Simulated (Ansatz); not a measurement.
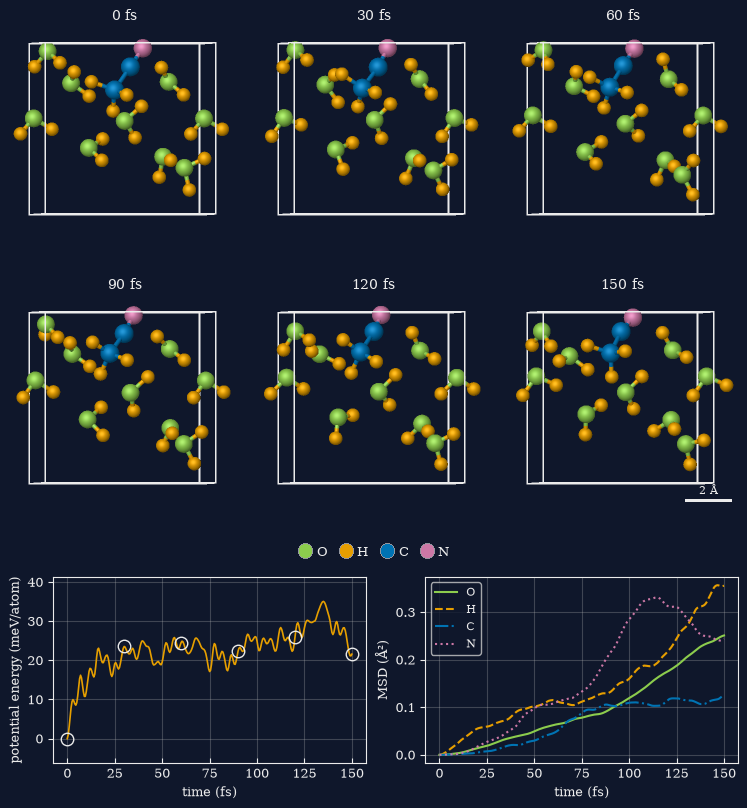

First-principles dynamics of a periodic cell with 8 H2O + 1 CH3CN at 0.723 g/cm³, 150 fs long. Frames and the history of the run. The picture is a ball-and-stick view of the simulation cell, seen from a free direction.

All numbers below come from DFT PBE, scalar-relativistic, plane waves, PAW in Ansatz 0.2.0. Settings: plane-wave cutoff 420 eV; k-point mesh 1 × 1 × 1; Fermi-Dirac smearing 0.05 eV; low-accuracy preset; Langevin thermostat (NVT); set temperature 250 K; time step 0.5 fs; friction 0.02 per fs.

Question: What do the frames and curves show?

Answer: The mean temperature in the second half is 267 K (standard deviation 23 K). The potential energy is still drifting at the end, so the run hasn't reached equilibrium. The potential energy in the second half lies on average 25.6 meV per atom above the first frame. In the second half of the run the atoms are, in the root-mean-square, this far from where they began (common drift taken out): N 0.51 Å, H 0.46 Å, O 0.40 Å, C 0.33 Å. The heavy atoms stay within a fraction of a molecule's size of their starting places; so short a run doesn't tell a liquid from a solid.

Limits of the set-up: the program's low-accuracy preset was used; the periodic images lie only 7.5 Å apart, so the values are limited by the cell's size.
